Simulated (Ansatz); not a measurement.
# HfO3: a trial structure relaxed, part 1 of 2

The task: take a trial cell of HfO3 to zero force and stress.

Program: Ansatz 0.2.0. Level of theory: DFT PBE, scalar-relativistic, plane waves, PAW. These are calculated values, not measurements.

2 further runs of the same task are left out: 1 that didn't finish, 1 set aside as unsound or not needed. Runs told in other sessions of the task aren't counted.

## 1. Starting point

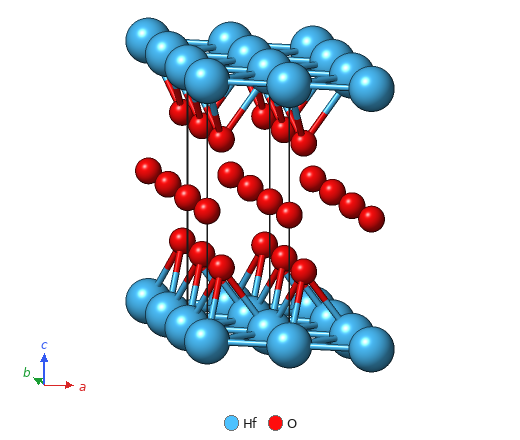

The starting structure, seen slightly off an axis (hafnium blue, oxygen red). 2×3×1 cells are drawn. Atoms on the faces are drawn again on the opposite ones.

As a file:

```xyz
4
Lattice="2.5126 0.0000 0.0000 -1.2563 2.1760 0.0000 0.0000 0.0000 7.7142" Properties=species:S:1:pos:R:3 pbc="T T T"
Hf    0.0000    0.0000    0.0000
O     0.0000    0.0000    3.8571
O     0.0000    1.4506    1.9532
O     0.0000    1.4506    5.7610
```

A structure generator made this guess: species swapped into a database cell of InAg3 (P-6m2, No. 187), with Hf on the In sites and O on the Ag sites. The dimensions are guesses.

## 2. A first look at the guess

File input.yaml:

```yaml
crystal:
  lattice:
    - [2.51258844, 0.0, 0.0]
    - [-1.25629422, 2.17596542, 0.0]
    - [0.0, 0.0, 7.71423732]
  atoms:
    - { symbol: Hf, position: [0.0, 0.0, 0.0] }
    - { symbol: O, position: [0.0, 0.0, 0.5] }
    - { symbol: O, position: [0.33333333, 0.66666667, 0.25319499] }
    - { symbol: O, position: [0.33333333, 0.66666667, 0.74680501] }
basis:
  ecutwfc: 420
kpoints:
  mp_grid: { grid: [6, 6, 2] }
hamiltonian:
  xc: pbe
scf:
  occupations: { method: gaussian, width: 0.1 }
  lower_state_search: "off"
output:
  forces: true
  stress: true
  eigenvalues: true
```

Run with:

```sh
> ansatz run input.yaml --threads 1 --pin off --max-ram 2560MiB --backend cpu --events-out ev --progress --plain --runs-dir out
```

What it wrote, shortened:

```text
Warning: RAYON_NUM_THREADS=1 ignored (pool sized by the plan → 1); use --threads N
[...]
Pseudopotentials: kind: paw
Pseudopotential: Hf, paw, valence charge 26, recommended cutoff 420 eV (normal), Hf.paw.azcp
Pseudopotential: O, paw, valence charge 6, recommended cutoff 420 eV (normal), O.paw.azcp
Functional definition: PBE
[...]
Crystal: 4 atoms, lattice volume = 42.176 Å³
Basis set: ecut = 420 eV, 811 PW (Γ), exchange–correlation on 36×36×108 points (8 copies of the dense FFT grid, shifted against one another)
Bands: 27, of which v1, the nominal top of the filled ones, is band 22 counted from 1 (21 counted from 0)
Symmetry: 12 space group operations
Space group: P-6m2 (ITA 187), of the structure as read, at distance tolerance 3.5e-5 Å
k-points: 14 of 72 (time reversal used)
[...]
SCF iter   1: F=—  HF=-17410.805011 eV  |F-HF|=—  |Δ(HF+E_count)|=         —  Δρ=5.38e-2  dr2=3.18e0  ethr=1.77e-3  ⟨swp⟩=6.2  Hψ=1434  notcnv=0
[...]
SCF iter  10: F=-17410.729103 eV  HF=-17410.729103 eV  |F-HF|=4.55e-9  |Δ(HF+E_count)|=   1.03e-8  Δρ=2.76e-6  dr2=4.76e-9  ethr=2.27e-10  ⟨swp⟩=4.2  Hψ=1265  notcnv=0
[...]
SCF converged after 10 iterations
Free energy (F): -17410.729103 eV
[...]
E sigma→0 (E₀):  -17410.708977 eV
Entropy (-TS):   -0.040252 eV (-10.063 meV/atom)
Fermi energy:    12.302565 eV
[...]
--- Forces (eV/Å), atoms counted from 1 ---
  atom   1  Hf     0.00000000     0.00000000     0.00000000
  atom   2  O      0.00000000     0.00000000     0.00000000
  atom   3  O     -0.00000000    -0.00000000    -3.41148528
  atom   4  O     -0.00000000    -0.00000000     3.41148528
[...]
--- Stress (GPa, compression-positive) ---
       53.366011       0.000000       0.000000
        0.000000      53.366011       0.000000
        0.000000       0.000000     -50.999948
  P = ⅓ Tr σ = 18.5774 GPa (185.774 kbar)
--- Band table (eV; the first three rows and the last of 14) ---
  k-point 0: bands = ["-49.4118", "-18.1572", "-16.0222", "-16.0222", "-6.3850", "-5.3321", "-4.3931", "0.7441", "1.1123", "1.1123", "1.1152", "1.3066", "1.3066", "1.3321", "6.5989", "8.1097", "10.2156", "12.5539", "12.5539", "12.6030", "12.9073", "12.9073", "13.2055", "13.2055", [...]
[...]
```

Wall time 3.6 s (1 thread of AMD EPYC (Zen 3), shared host); peak memory 0.31 GiB.

The probe gives pressure 18.6 GPa, largest force 3.41 eV/Å, gap on this mesh none (metal). A cheap, loose relaxation comes first.

## 3. Rough relaxation on the coarse mesh

Changes to input.yaml since step 2:

```diff
@@ -23 +23,6 @@
   eigenvalues: true
+relax:
+  adjacent_minimum: "off"
+  f_tol: 0.04
+  max_steps: 70
+  cell: { stress_tol: 0.4 }
```

Run with:

```sh
> ansatz run input.yaml --threads 1 --pin off --max-ram 2560MiB --backend cpu --events-out ev --progress --plain --runs-dir out
```

What it wrote:

```text
Warning: RAYON_NUM_THREADS=1 ignored (pool sized by the plan → 1); use --threads N
Engine: ansatz 0.2.0, x86_64-unknown-linux-gnu
[... 4 set-up lines as earlier in the session ...]
  parameter kappa = 0.804
  parameter beta = 0.06672455060314922
  exchange = pbe_x(kappa = kappa, mu = beta*pi^2/3)
  correlation = pbe_c(beta = beta)
Crystal: 4 atoms, lattice volume = 42.176 Å³
Basis set: ecut = 420 eV, 811 PW (Γ), exchange–correlation on 36×36×108 points (8 copies of the dense FFT grid, shifted against one another)
Bands: 27, of which v1, the nominal top of the filled ones, is band 22 counted from 1 (21 counted from 0)
[... 2 set-up lines as earlier in the session ...]
k-points: 14 of 72 (time reversal used)
Non-local potential: Hf, projectors of the file, l = 0: 3, l = 1: 2, l = 2: 2, l = 3: 3
Non-local potential: O, projectors of the file, l = 0: 2, l = 1: 2, l = 2: 1
PAW form: soft (Blöchl's): semilocal exchange-correlation on the pseudo side does not see the compensation charge
PAW one-centre angular grid: Hf, 590 points (default); XC on 64 Gauss nodes
PAW one-centre angular grid: O, 110 points (default); XC on 64 Gauss nodes
Initial density: superposition of atomic densities (neutral atoms: chi_scale 0, normalization atom), corrected by the library's trained network
Initial wavefunctions: pseudopotential atomic-orbital guess
Functional: x = pbe(κ = 0.804, μ = 0.2195149727645171), c = pbe(β = 0.06672455060314922)
SCF iter   1: F=—  HF=-17410.805011 eV  |F-HF|=—  |Δ(HF+E_count)|=         —  Δρ=5.38e-2  dr2=3.18e0  ethr=1.77e-3  ⟨swp⟩=6.2  Hψ=1434  notcnv=0
preconditioner: auto → none  [metal: Δε(μ)=0.047 eV  Ē_g=14.085 eV  σ=0.100 eV  W_gap=0.26  n_scr=6 (ndim 8)  ℏωp=37.1 eV  f_vac=0.008  D(μ)=6.90/eV (n_scr^D=108)  sad-step TF]
SCF iter   2: F=—  HF=-17410.776850 eV  |F-HF|=—  |Δ(HF+E_count)|=   2.82e-2  Δρ=4.26e-2  dr2=2.14e0  ethr=1.77e-3  ⟨swp⟩=1.0  Hψ=490  notcnv=0
SCF iter   3: F=—  HF=-17410.731424 eV  |F-HF|=—  |Δ(HF+E_count)|=   4.54e-2  Δρ=5.61e-3  dr2=3.56e-2  ethr=1.77e-3  ⟨swp⟩=1.1  Hψ=377  notcnv=0
SCF iter   4: F=—  HF=-17410.733390 eV  |F-HF|=—  |Δ(HF+E_count)|=   1.97e-3  Δρ=4.91e-3  dr2=6.88e-3  ethr=8.10e-5  ⟨swp⟩=2.1  Hψ=722  notcnv=0
SCF iter   5: F=—  HF=-17410.729083 eV  |F-HF|=—  |Δ(HF+E_count)|=   4.31e-3  Δρ=1.37e-3  dr2=1.02e-3  ethr=1.56e-5  ⟨swp⟩=2.1  Hψ=631  notcnv=0
SCF iter   6: F=—  HF=-17410.729081 eV  |F-HF|=—  |Δ(HF+E_count)|=   1.66e-6  Δρ=3.14e-4  dr2=1.55e-4  ethr=2.32e-6  ⟨swp⟩=1.1  Hψ=387  notcnv=0
SCF iter   7: F=—  HF=-17410.729074 eV  |F-HF|=—  |Δ(HF+E_count)|=   7.46e-6  Δρ=7.97e-5  dr2=1.09e-5  ethr=3.52e-7  ⟨swp⟩=1.1  Hψ=391  notcnv=0
SCF iter   8: F=—  HF=-17410.729103 eV  |F-HF|=—  |Δ(HF+E_count)|=   2.93e-5  Δρ=4.11e-5  dr2=7.86e-7  ethr=2.48e-8  ⟨swp⟩=2.0  Hψ=497  notcnv=0
SCF iter   9: F=—  HF=-17410.729103 eV  |F-HF|=—  |Δ(HF+E_count)|=   6.43e-8  Δρ=1.37e-5  dr2=1.91e-7  ethr=2.27e-10  ⟨swp⟩=4.9  Hψ=1394  notcnv=0
SCF iter  10: F=-17410.729103 eV  HF=-17410.729103 eV  |F-HF|=4.59e-9  |Δ(HF+E_count)|=   1.04e-8  Δρ=2.78e-6  dr2=4.77e-9  ethr=2.27e-10  ⟨swp⟩=4.2  Hψ=1276  notcnv=0
SCF 1 converged in 10 iterations: F = -17410.729103 eV  dr2 = 4.77e-9
relax step   1: F+E_penalty+E_count = -17410.72910285 eV  Δ(F+E_penalty+E_count) = +0.000e0 eV  max|allowed force component| = 3.411e0 eV/Å  Δτ_max = 0.0000 Å  P = +18.577 GPa  Ω = 42.176 Å³  (10 SCF iters, dr2 threshold 1.00e-7 eV, accepted)
[... from here on, the SCF cycles and remarks between the steps are left out ...]
relax step   2: F+E_penalty+E_count = -17413.50482528 eV  Δ(F+E_penalty+E_count) = -2.776e0 eV  max|allowed force component| = 4.201e0 eV/Å  Δτ_max = 0.1229 Å  P = +8.491 GPa  Ω = 44.254 Å³  energy of the carried Pulay correction = -1.111e-2 eV  (13 SCF iters, dr2 threshold 4.00e-7 eV, accepted)
relax step   3: F+E_penalty+E_count = -17416.27108939 eV  Δ(F+E_penalty+E_count) = -2.766e0 eV  max|allowed force component| = 4.782e0 eV/Å  Δτ_max = 0.1193 Å  P = +6.413 GPa  Ω = 45.434 Å³  energy of the carried Pulay correction = -1.719e-2 eV  (11 SCF iters, dr2 threshold 4.00e-7 eV, accepted)
relax step   4: F+E_penalty+E_count = -17418.53155617 eV  Δ(F+E_penalty+E_count) = -2.260e0 eV  max|allowed force component| = 2.090e0 eV/Å  Δτ_max = 0.1871 Å  P = +19.215 GPa  Ω = 45.489 Å³  energy of the carried Pulay correction = -1.746e-2 eV  (10 SCF iters, dr2 threshold 4.00e-7 eV, accepted)
relax step   5: F+E_penalty+E_count = -17419.40425501 eV  Δ(F+E_penalty+E_count) = -8.727e-1 eV  max|allowed force component| = 2.833e-1 eV/Å  Δτ_max = 0.1363 Å  P = +9.079 GPa  Ω = 49.481 Å³  energy of the carried Pulay correction = -3.684e-2 eV  (11 SCF iters, dr2 threshold 4.00e-7 eV, accepted)
relax step   6: F+E_penalty+E_count = -17419.49309754 eV  Δ(F+E_penalty+E_count) = -8.884e-2 eV  max|allowed force component| = 1.312e-1 eV/Å  Δτ_max = 0.0432 Å  P = -2.534 GPa  Ω = 52.548 Å³  energy of the carried Pulay correction = -5.063e-2 eV  (9 SCF iters, dr2 threshold 4.00e-7 eV, accepted)
relax step   7: F+E_penalty+E_count = -17419.50293905 eV  Δ(F+E_penalty+E_count) = -9.842e-3 eV  max|allowed force component| = 9.323e-2 eV/Å  Δτ_max = 0.0039 Å  P = +0.148 GPa  Ω = 51.764 Å³  energy of the carried Pulay correction = -4.719e-2 eV  (8 SCF iters, dr2 threshold 4.00e-7 eV, accepted)
relax step   8: F+E_penalty+E_count = -17419.50856333 eV  Δ(F+E_penalty+E_count) = -5.624e-3 eV  max|allowed force component| = 8.039e-2 eV/Å  Δτ_max = 0.0111 Å  P = +0.124 GPa  Ω = 51.366 Å³  energy of the carried Pulay correction = -4.542e-2 eV  (7 SCF iters, dr2 threshold 4.00e-7 eV, accepted)
relax step   9: F+E_penalty+E_count = -17419.51370210 eV  Δ(F+E_penalty+E_count) = -5.139e-3 eV  max|allowed force component| = 9.043e-2 eV/Å  Δτ_max = 0.0099 Å  P = +0.550 GPa  Ω = 50.928 Å³  energy of the carried Pulay correction = -4.346e-2 eV  (7 SCF iters, dr2 threshold 4.00e-7 eV, accepted)
relax step  10: F+E_penalty+E_count = -17419.56368140 eV  Δ(F+E_penalty+E_count) = -4.998e-2 eV  max|allowed force component| = 1.651e-1 eV/Å  Δτ_max = 0.0646 Å  P = +1.497 GPa  Ω = 48.436 Å³  energy of the carried Pulay correction = -3.193e-2 eV  (9 SCF iters, dr2 threshold 4.00e-7 eV, accepted)
relax step  11: F+E_penalty+E_count = -17419.66372974 eV  Δ(F+E_penalty+E_count) = -1.000e-1 eV  max|allowed force component| = 3.330e-1 eV/Å  Δτ_max = 0.0624 Å  P = +2.361 GPa  Ω = 46.080 Å³  energy of the carried Pulay correction = -2.044e-2 eV  (7 SCF iters, dr2 threshold 4.00e-7 eV, accepted)
relax step  12: F+E_penalty+E_count = -17419.74606582 eV  Δ(F+E_penalty+E_count) = -8.234e-2 eV  max|allowed force component| = 4.898e-1 eV/Å  Δτ_max = 0.0647 Å  P = +4.696 GPa  Ω = 43.712 Å³  energy of the carried Pulay correction = -8.267e-3 eV  (8 SCF iters, dr2 threshold 4.00e-7 eV, accepted)
relax step  13: F+E_penalty+E_count = -17419.77108040 eV  Δ(F+E_penalty+E_count) = -2.501e-2 eV  max|allowed force component| = 2.892e-2 eV/Å  Δτ_max = 0.0477 Å  P = -0.661 GPa  Ω = 43.367 Å³  energy of the carried Pulay correction = -6.435e-3 eV  (7 SCF iters, dr2 threshold 4.00e-7 eV, accepted)
relax step  14: F+E_penalty+E_count = -17419.77187175 eV  Δ(F+E_penalty+E_count) = -7.913e-4 eV  max|allowed force component| = 8.358e-3 eV/Å  Δτ_max = 0.0011 Å  P = +0.094 GPa  Ω = 43.329 Å³  energy of the carried Pulay correction = -6.230e-3 eV  (6 SCF iters, dr2 threshold 4.00e-7 eV, accepted)
relax step  15: F+E_penalty+E_count = -17420.59610939 eV  Δ(F+E_penalty+E_count) = -8.242e-1 eV  max|allowed force component| = 4.918e-3 eV/Å  Δτ_max = 0.0000 Å  P = +17.181 GPa  Ω = 43.329 Å³  stress off target by 2.53e1 GPa  SCF on the basis re-selected at this cell (its energy is not comparable with the rows above)  (10 SCF iters)
relax step  16: F+E_penalty+E_count = -17420.97274508 eV  Δ(F+E_penalty+E_count) = -3.766e-1 eV  max|allowed force component| = 3.800e-1 eV/Å  Δτ_max = 0.0407 Å  P = +10.533 GPa  Ω = 43.631 Å³  energy of the carried Pulay correction = -2.164e-3 eV  (10 SCF iters, dr2 threshold 4.00e-7 eV, accepted)
relax step  17: F+E_penalty+E_count = -17421.07858883 eV  Δ(F+E_penalty+E_count) = -1.058e-1 eV  max|allowed force component| = 1.303e-1 eV/Å  Δτ_max = 0.0762 Å  P = -3.223 GPa  Ω = 47.529 Å³  energy of the carried Pulay correction = -3.402e-2 eV  (10 SCF iters, dr2 threshold 4.00e-7 eV, accepted)
relax step  18: F+E_penalty+E_count = -17421.22970140 eV  Δ(F+E_penalty+E_count) = -1.511e-1 eV  max|allowed force component| = 5.248e-2 eV/Å  Δτ_max = 0.0485 Å  P = +1.874 GPa  Ω = 45.360 Å³  energy of the carried Pulay correction = -1.433e-2 eV  (12 SCF iters, dr2 threshold 4.00e-7 eV, accepted)
relax step  19: F+E_penalty+E_count = -17421.32893601 eV  Δ(F+E_penalty+E_count) = -9.923e-2 eV  max|allowed force component| = 1.413e0 eV/Å  Δτ_max = 0.0270 Å  P = +11.902 GPa  Ω = 43.796 Å³  energy of the carried Pulay correction = -4.025e-3 eV  (9 SCF iters, dr2 threshold 4.00e-7 eV, accepted)
relax step  20: F+E_penalty+E_count = -17421.36194904 eV  Δ(F+E_penalty+E_count) = -3.301e-2 eV  max|allowed force component| = 3.731e-1 eV/Å  Δτ_max = 0.0092 Å  P = -0.223 GPa  Ω = 45.696 Å³  energy of the carried Pulay correction = -1.721e-2 eV  (9 SCF iters, dr2 threshold 4.00e-7 eV, accepted)
relax step  21: F+E_penalty+E_count = -17421.43020429 eV  Δ(F+E_penalty+E_count) = -6.826e-2 eV  max|allowed force component| = 7.879e-1 eV/Å  Δτ_max = 0.0765 Å  P = -2.781 GPa  Ω = 46.162 Å³  energy of the carried Pulay correction = -2.144e-2 eV  (8 SCF iters, dr2 threshold 4.00e-7 eV, accepted)
relax step  22: F+E_penalty+E_count = -17421.48771117 eV  Δ(F+E_penalty+E_count) = -5.751e-2 eV  max|allowed force component| = 4.691e-1 eV/Å  Δτ_max = 0.0396 Å  P = -0.143 GPa  Ω = 45.241 Å³  energy of the carried Pulay correction = -1.383e-2 eV  (7 SCF iters, dr2 threshold 4.00e-7 eV, accepted)
relax step  23: F+E_penalty+E_count = -17421.49610831 eV  Δ(F+E_penalty+E_count) = -8.397e-3 eV  max|allowed force component| = 1.936e-1 eV/Å  Δτ_max = 0.0598 Å  P = -0.784 GPa  Ω = 45.037 Å³  energy of the carried Pulay correction = -1.231e-2 eV  (7 SCF iters, dr2 threshold 4.00e-7 eV, accepted)
relax step  24: F+E_penalty+E_count = -17421.49967079 eV  Δ(F+E_penalty+E_count) = -3.562e-3 eV  max|allowed force component| = 5.848e-2 eV/Å  Δτ_max = 0.0164 Å  P = +0.031 GPa  Ω = 44.926 Å³  energy of the carried Pulay correction = -1.149e-2 eV  (6 SCF iters, dr2 threshold 4.00e-7 eV, accepted)
relax step  25: F+E_penalty+E_count = -17421.49956276 eV  Δ(F+E_penalty+E_count) = +1.080e-4 eV  max|allowed force component| = 7.920e-3 eV/Å  Δτ_max = 0.0077 Å  P = -0.023 GPa  Ω = 44.969 Å³  energy of the carried Pulay correction = -1.180e-2 eV  (6 SCF iters, dr2 threshold 2.14e-7 eV, accepted)
relax step  26: F+E_penalty+E_count = -17421.70875909 eV  Δ(F+E_penalty+E_count) = -2.092e-1 eV  max|allowed force component| = 8.663e-3 eV/Å  Δτ_max = 0.0000 Å  P = +4.843 GPa  Ω = 44.969 Å³  stress off target by 7.39e0 GPa  SCF on the basis re-selected at this cell (its energy is not comparable with the rows above)  (8 SCF iters)
relax step  27: F+E_penalty+E_count = -17421.73991788 eV  Δ(F+E_penalty+E_count) = -3.116e-2 eV  max|allowed force component| = 3.395e-2 eV/Å  Δτ_max = 0.0053 Å  P = +1.016 GPa  Ω = 46.193 Å³  energy of the carried Pulay correction = -7.200e-3 eV  (7 SCF iters, dr2 threshold 4.00e-7 eV, accepted)
relax step  28: F+E_penalty+E_count = -17421.73898676 eV  Δ(F+E_penalty+E_count) = +9.311e-4 eV  max|allowed force component| = 5.656e-3 eV/Å  Δτ_max = 0.0044 Å  P = -0.156 GPa  Ω = 46.592 Å³  energy of the carried Pulay correction = -9.904e-3 eV  (6 SCF iters, dr2 threshold 4.00e-7 eV, accepted)
relax step  29: F+E_penalty+E_count = -17421.75066413 eV  Δ(F+E_penalty+E_count) = -1.168e-2 eV  max|allowed force component| = 7.777e-3 eV/Å  Δτ_max = 0.0000 Å  P = -0.081 GPa  Ω = 46.592 Å³  stress off target by 5.29e-1 GPa  SCF on the basis re-selected at this cell (its energy is not comparable with the rows above)  (5 SCF iters)
relax step  30: F+E_penalty+E_count = -17421.75073607 eV  Δ(F+E_penalty+E_count) = -7.194e-5 eV  max|allowed force component| = 6.445e-4 eV/Å  Δτ_max = 0.0010 Å  P = +0.034 GPa  Ω = 46.595 Å³  energy of the carried Pulay correction = -1.543e-5 eV  (5 SCF iters, dr2 threshold 4.00e-7 eV, accepted)
relax step  31: F+E_penalty+E_count = -17421.75084848 eV  Δ(F+E_penalty+E_count) = -1.124e-4 eV  max|allowed force component| = 4.641e-4 eV/Å  Δτ_max = 0.0000 Å  P = +0.032 GPa  Ω = 46.595 Å³  stress off target by 8.33e-2 GPa  SCF on the basis re-selected at this cell (its energy is not comparable with the rows above)  (5 SCF iters)
basis re-selected at this cell: Δ(F+E_penalty+E_count) = -1.124e-4 eV, ΔP = -0.002 GPa vs the last step (what re-selecting the basis moved, of the pressure what is left beyond the Pulay correction that the steps carried, after the strain that the cell walked since its last selection, with what the two solves' SCF thresholds leave and, on support functions, any second-order correction that the steps lacked; it is no measure of the basis error at this ecutwfc). This SCF's stress stands 8.33e-2 GPa from its target on what of the cell is left free (relax.cell.stress_tol is 4.00e-1 GPa) and its largest allowed force component is 4.64e-4 eV/Å (relax.f_tol is 4.00e-2 eV/Å): within both
SCF converged after 5 iterations
Free energy (F): -17421.750848 eV
Harris-Foulkes:  -17421.750848 eV  (|F-HF|=3.09e-10)
Internal energy: -17421.741872 eV  (E = F + TS)
E sigma→0 (E₀):  -17421.746360 eV
Entropy (-TS):   -0.008976 eV (-2.244 meV/atom)
Fermi energy:    11.845595 eV
--- Per-component energies (eV) ---
  E_band       = -106.350330
  E_kinetic    = 935.700112
  E_local      = -6932.272412  (includes V_loc(G=0)·N_el)
  E_nonlocal   = -1098.966107
  E_hartree    = 3104.386660
  E_xc         = -517.815184
  E_vxc        = -544.011769  (∫ρ·V_xc dr)
  E_paw        = -7397.025944  (= ΣΔE_a)
  E_vpaw       = 1324.419494  (= ΣTr[D̂ρ^β])
  E_aug_tail   = 0.007015  (compensation charges beyond the density's cutoff)
  E_ewald      = -5515.756012
  E_smearing   = -0.008976  (= −TS)
  E_closure    = 0.000000  (closes the sum)
  Σ components = -17421.750848   (vs F -17421.750848, Δ=0.00e0)
--- Forces (eV/Å), atoms counted from 1 ---
  atom   1  Hf     0.00000000     0.00000000     0.00000000
  atom   2  O      0.00000000     0.00000000     0.00000000
  atom   3  O     -0.00000000    -0.00000000    -0.00046411
  atom   4  O      0.00000000    -0.00000000     0.00046411
  max |Σ_I F_I| component: 1.39e-16 eV/Å
--- Stress (GPa, compression-positive) ---
        0.006396       0.000000       0.000000
        0.000000       0.006396       0.000000
        0.000000       0.000000       0.083323
  P = ⅓ Tr σ = 0.0320 GPa (0.320 kbar)
--- Band table (eV; the first three rows and the last of 14) ---
  k-point 0: bands = ["-50.1294", "-18.8316", "-18.8316", "-18.5762", "-8.0368", "-4.6018", "-4.2040", "-0.1269", "-0.1226", "-0.0291", "-0.0291", "0.0631", "0.0631", "0.0659", "6.2104", "6.7812", "6.7812", "9.4424", "9.4424", "10.3909", "10.8731", "10.8731", "13.7347", "13.8841", "16.6667", "16.6667", "17.3061"]
[... 3 lines left out ...]
--- Relaxed structure (27 steps of the walk, 27 accepted, 4 SCFs on fresh bases) ---
  F+E_penalty+E_count = -17421.75084848 eV   max|allowed force component| = 4.641e-4 eV/Å   (the final SCF, on the basis selected at the relaxed cell)
  cell:  # Å, volume = 46.5952 Å³
    - [3.597151259803282, 3.707163963009975e-34, 0.0]
    - [-1.798575629901641, 3.11522437224484, 0.0]
    - [0.0, 0.0, 4.158085810726005]
  atoms:
    - { symbol: Hf, position: [-1.8503717008154228e-17, -9.25185860747469e-18, 6.324552348857178e-19] }
    - { symbol: O, position: [-1.8503717008154234e-17, -9.251858607474672e-18, 0.5] }
    - { symbol: O, position: [0.3333333333333333, 0.6666666666666666, 0.23258592779944617] }
    - { symbol: O, position: [0.3333333333333333, 0.6666666666666666, 0.7674140722005541] }
```

It took 2.3 min on 1 thread of AMD EPYC (Zen 3), shared host; peak memory 0.35 GiB.

Relaxation path:

```csv
step,energy from step 1 (eV/cell),largest force component (eV/Å),pressure (GPa),volume (Å³)
1,0.0000,3.4115,18.58,42.18
2,-2.7757,4.2005,8.49,44.25
3,-5.5420,4.7821,6.41,45.43
4,-7.8025,2.0902,19.21,45.49
5,-8.6752,0.2833,9.08,49.48
6,-8.7640,0.1312,-2.53,52.55
7,-8.7738,0.0932,0.15,51.76
8,-8.7795,0.0804,0.12,51.37
9,-8.7846,0.0904,0.55,50.93
10,-8.8346,0.1651,1.50,48.44
11,-8.9346,0.3330,2.36,46.08
12,-9.0170,0.4898,4.70,43.71
13,-9.0420,0.0289,-0.66,43.37
14,-9.0428,0.0084,0.09,43.33
15,-9.8670,0.0049,17.18,43.33
16,-10.2436,0.3800,10.53,43.63
17,-10.3495,0.1303,-3.22,47.53
18,-10.5006,0.0525,1.87,45.36
19,-10.5998,1.4127,11.90,43.80
20,-10.6328,0.3731,-0.22,45.70
21,-10.7011,0.7879,-2.78,46.16
22,-10.7586,0.4691,-0.14,45.24
23,-10.7670,0.1936,-0.78,45.04
24,-10.7706,0.0585,0.03,44.93
25,-10.7705,0.0079,-0.02,44.97
26,-10.9797,0.0087,4.84,44.97
27,-11.0108,0.0340,1.02,46.19
28,-11.0099,0.0057,-0.16,46.59
29,-11.0216,0.0078,-0.08,46.59
30,-11.0216,0.0006,0.03,46.60
31,-11.0217,0.0005,0.03,46.60
```

Step 1 is the start. Steps 15, 26, 29, 31 each repeat the geometry before them on a plane-wave basis chosen anew, so the energy can jump there without any move. The walk judges its steps with a correction for the finite basis (Pulay term) that this column leaves out, so accepted steps can climb here and lower ones be refused.

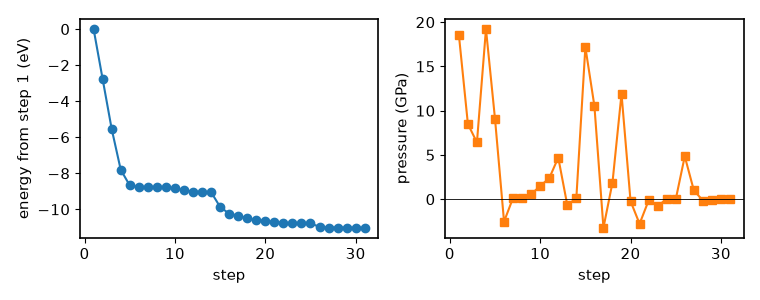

Energy and pressure along the relaxation.

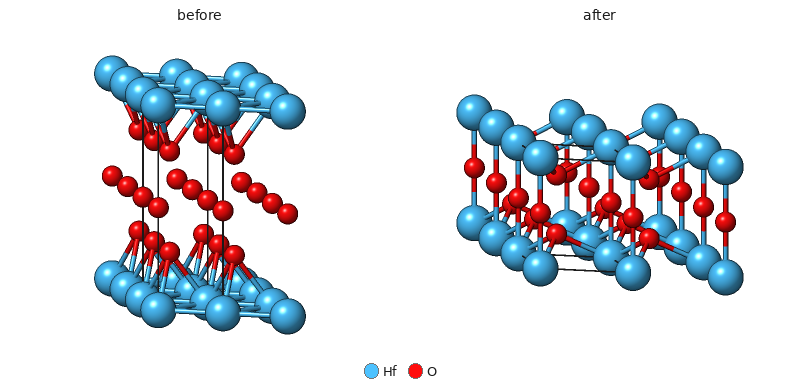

Before and after, at one scale.

|  | before | after | change |
| --- | --- | --- | --- |
| a (Å) | 2.513 | 3.597 | +43.2 % |
| b (Å) | 2.513 | 3.597 | +43.2 % |
| c (Å) | 7.714 | 4.158 | -46.1 % |
| volume (Å³/atom) | 10.54 | 11.65 | +10.5 % |
| shortest distance (Å) | 2.394 | 1.934 | -19.2 % |
| space group (0.01 Å) | P-6m2 | P-6m2 | same |

The run keeps the 12 symmetry operations of the start, so it could not have lowered the symmetry.

(Continued in part 2 of 2.)
